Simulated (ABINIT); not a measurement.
## Phonon calculation of ZnSe (part 2 of 3)

ZnSe (F-43m, 2 atoms in the cell); Kohn-Sham DFT of a periodic cell, PBE, SG15 NC PBE v1.2, no spin polarisation (ABINIT 10.8.3); cutoff 1061.24 eV, 4×4×4 k-mesh, fixed occupations. The structure derives from an entry of the Crystallography Open Database.

Geometry of the input (Å; fractional positions):
```
0.0000  2.8338  2.8338
2.8338  0.0000  2.8338
2.8338  2.8338  0.0000
Se 0.7500  0.7500  0.7500
Zn 0.0000  0.0000  0.0000
```

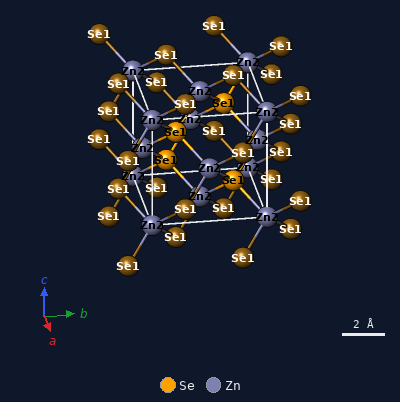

Figure 1. The input geometry (ball-and-stick view of the cell 4 times as large as that of the calculation, set on its symmetry axes, seen at an oblique angle; neighbours outside the cell are drawn fainter; atoms are numbered from 1 in the order of the input).

**What the program printed, continued**
```
 cartesian forces (eV/Angstrom) at end:
    1     -0.00000000000000    -0.00000000000000    -0.00000000000000
    2     -0.00000000000000    -0.00000000000000    -0.00000000000000
 frms,max,avg= 0.0000000E+00 0.0000000E+00   0.000E+00  0.000E+00  0.000E+00 e/A
 length scales=  7.573263380400  7.573263380400  7.573263380400 bohr
              =  4.007598390355  4.007598390355  4.007598390355 angstroms
 Fermi (or HOMO) energy (hartree) =   0.11820   Average Vxc (hartree)=  -0.34279
 Eigenvalues (hartree) for nkpt=  10  k points:
 kpt#   1, nband= 13, wtk=  0.09375, kpt= -0.1250 -0.2500  0.0000 (reduced coord)
  -4.47897   -2.79457   -2.79457   -2.79457   -0.35112   -0.11639   -0.11427   -0.11413
  -0.10383   -0.10273    0.02787    0.09424    0.09596
 prteigrs : prtvol=0 or 1, do not print more k-points.

--- !EnergyTerms
iteration_state     : {dtset: 1, }
comment             : Components of total free energy in Hartree
kinetic             :  8.83024199419606E+01
hartree             :  8.97543711755509E+01
xc                  : -2.03108413843315E+01
Ewald energy        : -1.02307243837864E+02
psp_core            :  3.49024131559795E+00
local_psp           : -2.04278820436040E+02
non_local_psp       : -6.43224080030854E+01
total_energy        : -2.09672281228211E+02
total_energy_eV     : -5.70547342957680E+03
band_energy         : -2.72766797582669E+01
...

 Cartesian components of stress tensor (hartree/bohr^3)
  sigma(1 1)= -7.07318979E-05  sigma(3 2)=  0.00000000E+00
  sigma(2 2)= -7.07318979E-05  sigma(3 1)=  0.00000000E+00
  sigma(3 3)= -7.07318979E-05  sigma(2 1)=  0.00000000E+00

-Cartesian components of stress tensor (GPa)         [Pressure=  2.0810E+00 GPa]
- sigma(1 1)= -2.08100428E+00  sigma(3 2)=  0.00000000E+00
- sigma(2 2)= -2.08100428E+00  sigma(3 1)=  0.00000000E+00
- sigma(3 3)= -2.08100428E+00  sigma(2 1)=  0.00000000E+00

================================================================================
== DATASET  2 ==================================================================

--- !DatasetInfo
iteration_state: {dtset: 2, }
dimensions: {natom: 2, nkpt: 128, mband: 13, nsppol: 1, nspinor: 1, nspden: 1, mpw: 3599, }
cutoff_energies: {ecut:  39.0, pawecutdg:  -1.0, }
electrons: {nelect:   2.60000000E+01, charge:   0.00000000E+00, occopt:   1.00000000E+00, tsmear:   1.00000000E-02, }
meta: {optdriver: 1, rfelfd: 2, }
...

 mkfilename : getwfk/=0, take file _WFK from output of DATASET   1.

 Exchange-correlation functional for the present dataset will be:
  GGA: Perdew-Burke-Ernzerhof functional - ixc=11
  J.P.Perdew, K.Burke, M.Ernzerhof, PRL 77, 3865 (1996)

 Real(R)+Recip(G) space primitive vectors, cartesian coordinates (Bohr,Bohr^-1):
 R(1)=  0.0000000  5.3551059  5.3551059  G(1)= -0.0933688  0.0933688  0.0933688
 R(2)=  5.3551059  0.0000000  5.3551059  G(2)=  0.0933688 -0.0933688  0.0933688
 R(3)=  5.3551059  5.3551059  0.0000000  G(3)=  0.0933688  0.0933688 -0.0933688
 Unit cell volume ucvol=  3.0713845E+02 bohr^3
 Angles (23,13,12)=  6.00000000E+01  6.00000000E+01  6.00000000E+01 degrees
 setup1 : take into account q-point for computing boxcut.

 getcut: wavevector=  0.0000  0.0000  0.0000  ngfft=  45  45  45
         ecut(hartree)=     39.000   => boxcut(ratio)=   2.06668
--------------------------------------------------------------------------------

 ==>  initialize data related to q vector <==

 The list of irreducible perturbations for this q vector is:
    1)    idir= 1    ipert=   3
    2)    idir= 2    ipert=   3
    3)    idir= 3    ipert=   3

================================================================================

--------------------------------------------------------------------------------
 Perturbation wavevector (in red.coord.)   0.000000  0.000000  0.000000
 Perturbation : derivative vs k along direction   1
 The set of symmetries contains only one element for this perturbation.
 symkpt : not enough symmetry to change the number of k points.

--------------------------------------------------------------------------------

--------------------------------------------------------------------------------

 Initialisation of the first-order wave-functions :
  ireadwf=   0

--- !BeginCycle
iteration_state: {dtset: 2, }
solver: {iscf: -3, nstep: 80, nline: 4, wfoptalg: 0, }
tolerances: {tolwfr: 1.00E-18, }
...

     iter   2DEtotal(Ha)        deltaE(Ha) residm    vres2
-ETOT  1  -34.512761049745     -3.451E+01 2.196E-01 0.000E+00
 ETOT  2  -34.628903284832     -1.161E-01 2.824E-02 0.000E+00
 ETOT  3  -34.631683387399     -2.780E-03 1.909E-03 0.000E+00
 ETOT  4  -34.631817532698     -1.341E-04 1.173E-04 0.000E+00
 ETOT  5  -34.631825944719     -8.412E-06 8.622E-06 0.000E+00
 ETOT  6  -34.631826536703     -5.920E-07 7.142E-07 0.000E+00
 ETOT  7  -34.631826580763     -4.406E-08 5.494E-08 0.000E+00
 ETOT  8  -34.631826584165     -3.402E-09 4.902E-09 0.000E+00
 ETOT  9  -34.631826584435     -2.701E-10 3.935E-10 0.000E+00
 ETOT 10  -34.631826584457     -2.201E-11 3.612E-11 0.000E+00
 ETOT 11  -34.631826584459     -1.826E-12 2.815E-12 0.000E+00
 ETOT 12  -34.631826584459     -1.066E-13 2.756E-13 0.000E+00
 ETOT 13  -34.631826584459     -1.421E-14 1.989E-14 0.000E+00
 ETOT 14  -34.631826584459     -1.421E-14 2.174E-15 0.000E+00
 ETOT 15  -34.631826584459      0.000E+00 1.459E-16 0.000E+00
 ETOT 16  -34.631826584459      1.421E-14 1.756E-17 0.000E+00
 ETOT 17  -34.631826584459     -1.421E-14 1.159E-18 0.000E+00
 ETOT 18  -34.631826584459     -7.105E-15 9.995E-19 0.000E+00

 At SCF step   18   max residual=  1.00E-18 < tolwfr=  1.00E-18 =>converged.
================================================================================

 ----iterations are completed or convergence reached----

 Mean square residual over all n,k,spin=   54.893E-20; max=  99.950E-20
 dfpt_looppert : ek2=    5.3689358851E+01
          f-sum rule ratio=    1.0009605205E+00
 Expectation of eigenvalue derivatives (hartree) for nkpt= 128  k points:
  (in case of degenerate eigenvalues, averaged derivative)
 kpt#   1, nband= 13, wtk=  0.00781, kpt= -0.1250 -0.2500  0.0000 (reduced coord)
  -0.00000   -0.00000    0.00000    0.00000   -0.01923    0.01149   -0.00993   -0.00868
   0.00447   -0.00358   -0.06106    0.12884    0.18107
 prteigrs : prtvol=0 or 1, do not print more k-points.

 2DEtotal=   -0.3463182658E+02 Ha. Also 2DEtotal=   -0.942380009594E+03 eV
    (  non-var. 2DEtotal :   -3.4631826582E+01 Ha)

--------------------------------------------------------------------------------
 Perturbation wavevector (in red.coord.)   0.000000  0.000000  0.000000
 Perturbation : derivative vs k along direction   2
 The set of symmetries contains only one element for this perturbation.
 symkpt : not enough symmetry to change the number of k points.

--------------------------------------------------------------------------------

--------------------------------------------------------------------------------

 Initialisation of the first-order wave-functions :
  ireadwf=   0

--- !BeginCycle
iteration_state: {dtset: 2, }
solver: {iscf: -3, nstep: 80, nline: 4, wfoptalg: 0, }
tolerances: {tolwfr: 1.00E-18, }
...

     iter   2DEtotal(Ha)        deltaE(Ha) residm    vres2
-ETOT  1  -34.512761049527     -3.451E+01 2.196E-01 0.000E+00
 ETOT  2  -34.628903284613     -1.161E-01 2.824E-02 0.000E+00
 ETOT  3  -34.631683387180     -2.780E-03 1.909E-03 0.000E+00
 ETOT  4  -34.631817532479     -1.341E-04 1.173E-04 0.000E+00
 ETOT  5  -34.631825944500     -8.412E-06 8.622E-06 0.000E+00
 ETOT  6  -34.631826536484     -5.920E-07 7.142E-07 0.000E+00
 ETOT  7  -34.631826580544     -4.406E-08 5.494E-08 0.000E+00
 ETOT  8  -34.631826583945     -3.402E-09 4.902E-09 0.000E+00
 ETOT  9  -34.631826584216     -2.701E-10 3.935E-10 0.000E+00
 ETOT 10  -34.631826584238     -2.193E-11 3.612E-11 0.000E+00
 ETOT 11  -34.631826584239     -1.819E-12 2.815E-12 0.000E+00
 ETOT 12  -34.631826584239     -1.776E-13 2.756E-13 0.000E+00
 ETOT 13  -34.631826584240     -1.421E-14 1.989E-14 0.000E+00
 ETOT 14  -34.631826584240      0.000E+00 2.174E-15 0.000E+00
 ETOT 15  -34.631826584240      7.105E-15 1.459E-16 0.000E+00
 ETOT 16  -34.631826584239      1.421E-14 1.756E-17 0.000E+00
 ETOT 17  -34.631826584240     -2.132E-14 1.159E-18 0.000E+00
 ETOT 18  -34.631826584239      1.421E-14 9.995E-19 0.000E+00

 At SCF step   18   max residual=  9.99E-19 < tolwfr=  1.00E-18 =>converged.
================================================================================

 ----iterations are completed or convergence reached----

 Mean square residual over all n,k,spin=   54.889E-20; max=  99.950E-20
 dfpt_looppert : ek2=    5.3689358851E+01
          f-sum rule ratio=    1.0009605205E+00
 Expectation of eigenvalue derivatives (hartree) for nkpt= 128  k points:
  (in case of degenerate eigenvalues, averaged derivative)
 kpt#   1, nband= 13, wtk=  0.00781, kpt= -0.1250 -0.2500  0.0000 (reduced coord)
  -0.00000    0.00001    0.00000    0.00000   -0.07969   -0.01345   -0.01158   -0.01617
  -0.00087   -0.00205    0.43452    0.10288    0.11761
 prteigrs : prtvol=0 or 1, do not print more k-points.

 2DEtotal=   -0.3463182658E+02 Ha. Also 2DEtotal=   -0.942380009588E+03 eV
    (  non-var. 2DEtotal :   -3.4631826582E+01 Ha)

--------------------------------------------------------------------------------
 Perturbation wavevector (in red.coord.)   0.000000  0.000000  0.000000
 Perturbation : derivative vs k along direction   3
 The set of symmetries contains only one element for this perturbation.
 symkpt : not enough symmetry to change the number of k points.

--------------------------------------------------------------------------------

--------------------------------------------------------------------------------

 Initialisation of the first-order wave-functions :
  ireadwf=   0

--- !BeginCycle
iteration_state: {dtset: 2, }
solver: {iscf: -3, nstep: 80, nline: 4, wfoptalg: 0, }
tolerances: {tolwfr: 1.00E-18, }
...

     iter   2DEtotal(Ha)        deltaE(Ha) residm    vres2
-ETOT  1  -34.512761049309     -3.451E+01 2.196E-01 0.000E+00
 ETOT  2  -34.628903284394     -1.161E-01 2.824E-02 0.000E+00
 ETOT  3  -34.631683386960     -2.780E-03 1.909E-03 0.000E+00
 ETOT  4  -34.631817532259     -1.341E-04 1.173E-04 0.000E+00
 ETOT  5  -34.631825944281     -8.412E-06 8.622E-06 0.000E+00
 ETOT  6  -34.631826536265     -5.920E-07 7.142E-07 0.000E+00
 ETOT  7  -34.631826580324     -4.406E-08 5.494E-08 0.000E+00
 ETOT  8  -34.631826583726     -3.402E-09 4.902E-09 0.000E+00
 ETOT  9  -34.631826583996     -2.701E-10 3.935E-10 0.000E+00
 ETOT 10  -34.631826584018     -2.198E-11 3.612E-11 0.000E+00
 ETOT 11  -34.631826584020     -1.840E-12 2.815E-12 0.000E+00
 ETOT 12  -34.631826584020     -1.634E-13 2.756E-13 0.000E+00
 ETOT 13  -34.631826584020      7.105E-15 1.989E-14 0.000E+00
 ETOT 14  -34.631826584020     -7.105E-15 2.174E-15 0.000E+00
 ETOT 15  -34.631826584020      0.000E+00 1.459E-16 0.000E+00
 ETOT 16  -34.631826584020      2.132E-14 1.756E-17 0.000E+00
 ETOT 17  -34.631826584020     -2.132E-14 1.159E-18 0.000E+00
 ETOT 18  -34.631826584020     -1.421E-14 9.995E-19 0.000E+00

 At SCF step   18   max residual=  9.99E-19 < tolwfr=  1.00E-18 =>converged.
================================================================================

 ----iterations are completed or convergence reached----

 Mean square residual over all n,k,spin=   54.893E-20; max=  99.950E-20
 dfpt_looppert : ek2=    5.3689358851E+01
          f-sum rule ratio=    1.0009605205E+00
 Expectation of eigenvalue derivatives (hartree) for nkpt= 128  k points:
  (in case of degenerate eigenvalues, averaged derivative)
 kpt#   1, nband= 13, wtk=  0.00781, kpt= -0.1250 -0.2500  0.0000 (reduced coord)
   0.00000   -0.00000   -0.00000   -0.00000    0.04946    0.00098    0.01076    0.01243
  -0.00180    0.00281   -0.18673   -0.11586   -0.14934
 prteigrs : prtvol=0 or 1, do not print more k-points.

 2DEtotal=   -0.3463182658E+02 Ha. Also 2DEtotal=   -0.942380009582E+03 eV
    (  non-var. 2DEtotal :   -3.4631826582E+01 Ha)
================================================================================

 ---- first-order wavefunction calculations are completed ----

 Total localisation tensor (bohr^2) in cartesian coordinates
  WARNING : still subject to testing - especially symmetries.
      direction              matrix element
   alpha     beta       real part   imaginary part
     1        1       1.1484558753    0.0000000000
     1        2       0.5742279376   -0.0000000000
     1        3       0.5742279376    0.0000000000
     2        1       0.5742279376   -0.0000000000
     2        2       1.1484558753    0.0000000000
     2        3       0.5742279376    0.0000000000
     3        1       0.5742279376    0.0000000000
     3        2       0.5742279376    0.0000000000
     3        3       1.1484558753    0.0000000000

 respfn : d/dk was computed, but no 2DTE, so no DDB output.

================================================================================
== DATASET  3 ==================================================================

--- !DatasetInfo
iteration_state: {dtset: 3, }
dimensions: {natom: 2, nkpt: 128, mband: 13, nsppol: 1, nspinor: 1, nspden: 1, mpw: 3599, }
cutoff_energies: {ecut:  39.0, pawecutdg:  -1.0, }
electrons: {nelect:   2.60000000E+01, charge:   0.00000000E+00, occopt:   1.00000000E+00, tsmear:   1.00000000E-02, }
meta: {optdriver: 1, rfelfd: 3, rfphon: 1, }
...

 mkfilename : getwfk/=0, take file _WFK from output of DATASET   1.

 mkfilename : getddk/=0, take file _1WF from output of DATASET   2.

 Exchange-correlation functional for the present dataset will be:
  GGA: Perdew-Burke-Ernzerhof functional - ixc=11
  J.P.Perdew, K.Burke, M.Ernzerhof, PRL 77, 3865 (1996)
```
